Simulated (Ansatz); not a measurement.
**SnO$_{2}$: density, localisation and related maps**

Input

```
crystal:
  lattice:
    - [3.9519144119, 0.0, 0.0]
    - [0.0, 3.9519144119, 0.0]
    - [0.0, 0.0, 7.8333881654]
  atoms:
    - { symbol: Sn, position: [0.0, 0.0, 0.0] }
    - { symbol: Sn, position: [0.0, 0.0, 0.5] }
    - { symbol: O, position: [0.5, 0.0, 0.0] }
    - { symbol: O, position: [0.0, 0.5, 0.5] }
    - { symbol: O, position: [0.0, 0.0, 0.25] }
    - { symbol: O, position: [0.0, 0.0, 0.75] }
basis:
  ecutwfc: 420
kpoints:
  mp_grid: { grid: [10, 10, 6] }
  band_path:
    path:
      - [[0.0, 0.0, 0.0], [0.0, 0.5, 0.0], [0.5, 0.5, 0.0], [0.0, 0.0, 0.0], [0.0, 0.0, 0.5], [0.0, 0.5, 0.5], [0.5, 0.5, 0.5], [0.0, 0.0, 0.5]]
      - [[0.0, 0.5, 0.0], [0.0, 0.5, 0.5]]
      - [[0.5, 0.5, 0.0], [0.5, 0.5, 0.5]]
    npoints: 14
hamiltonian:
  xc: pbe
scf:
  occupations: { method: gaussian, width: 0.1 }
  n_extra_bands: 15
output:
  forces: true
  stress: true
  eigenvalues: true
  populations: true
  dos: { projected: true, de: 0.02, nscf_kmesh: { grid: [12, 12, 8] } }
  bader: true
  write_density: true
  write_potential: true
  elf: true
  volumetric_format: npy
```

Launched as:

```sh
ansatz run input.yaml --threads 1 --pin off --max-ram 2048MiB --backend cpu --events-out ev --progress --plain --runs-dir out
```

Below, planes, directions and counts refer to the conventional cell (a = 3.95 Å, b = 3.95 Å, c = 7.83 Å, α = 90.00°, β = 90.00°, γ = 90.00°).

Space group P4₂/mmc; a structure generated by program, which may or may not match a known phase.

The calculation used DFT PBE, scalar-relativistic, plane waves, PAW (Ansatz 0.2.0).

Core electrons are frozen (PAW), and the valence fields are smoothed inside the atomic spheres.

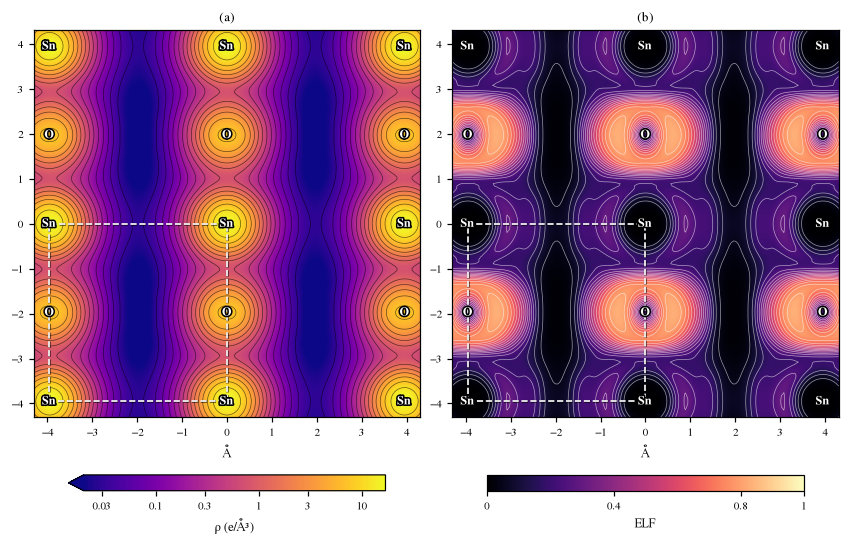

Figure 1. (a) valence charge density (pseudo); (b) ELF on the (001) plane of the conventional cell.

### Read the bonding off the picture.

- The section cuts through Sn and O sites.
- Sn–O (1.98 Å): the density is about 0.78 e/Å³ at the midpoint; the ELF peaks at about 0.75 in the valence shell of O, 0.6 Å from its nucleus, and is about 0.25 at the midpoint; no localised pair shows between them.
- Between the atoms the lowest density in this plane is 0.01 e/Å³.
- The ELF also peaks beside O, away from the bonds: lone-pair regions.

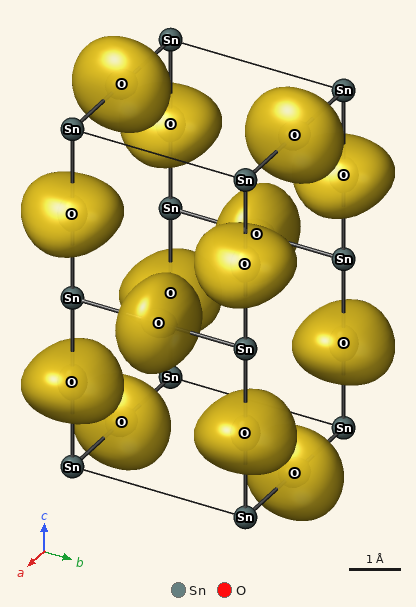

Figure 2. Isosurface of the ELF at 0.65 (yellow), seen at an oblique angle. Core shells and regions of very low density are left out. Sticks mark near contacts.

### What do the ELF domains correspond to?

The surface consists of four regions wrapped around O (the valence shell of each), counted in one cell of 6 atoms. Regions shared between cells count once. Along the contacts the grid gives the following. Sn–O (1.96 Å): the ELF peaks at about 0.75 in the valence shell of O, 0.6 Å from its nucleus, and is about 0.25 at the midpoint (no shared electron pair shows on this line).

### Metal or insulator at this level of theory?

It is gapless in this calculation (a metal or semimetal).

### What Bader charges does the calculation give?

Electrons move from Sn towards O. Bader charges: Sn +2.28 and O −1.14 e.
